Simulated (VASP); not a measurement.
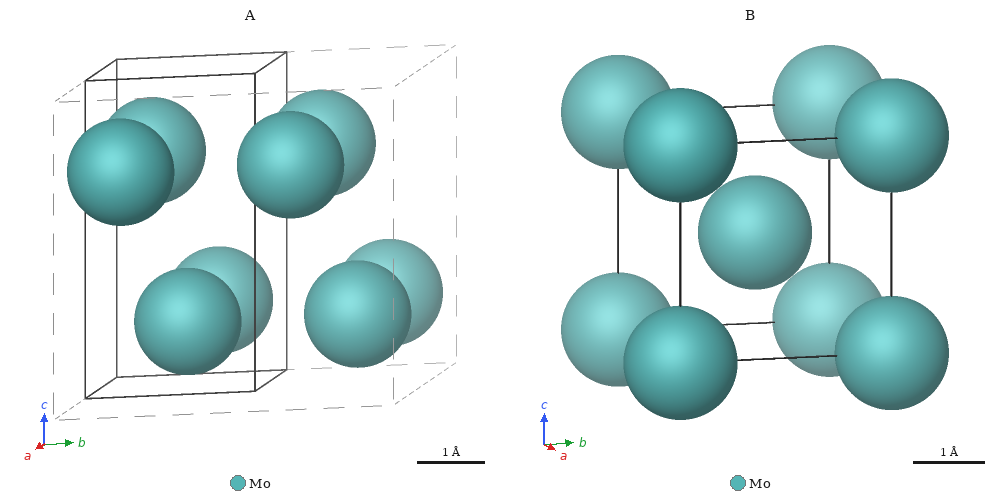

Two structures of Mo, each relaxed (cell and atoms) at zero pressure; conventional cells in solid outline, small ones repeated, each panel with its own scale. Alike in all runs: VASP 6.6.1; functional PBEsol; VASP's PAW PBE potentials, release 64 (Mo_sv); cutoff 600 eV; occupations gaussian, width 0.1 eV; no spin polarisation; no spin-orbit coupling. The k meshes have like spacings.

> Give the type and space group of each panel.

A: hexagonal close-packed (Mg type), P6₃/mmc; B: body-centred cubic (W type), Im-3m.

> Which of these is lowest in energy, and how far above it do the others lie?

B, then A (+448 meV/atom), static energies at zero smearing.

> Collect the results in a table.

| panel | space group | E − E(lowest) (meV/atom) | volume (Å³/atom) |
| --- | --- | --- | --- |
| B | Im-3m | 0 | 15.4 |
| A | P6₃/mmc | 448 | 15.6 |

The starts are database entries or structure types tried for this composition, and the most stable form need not be among them.
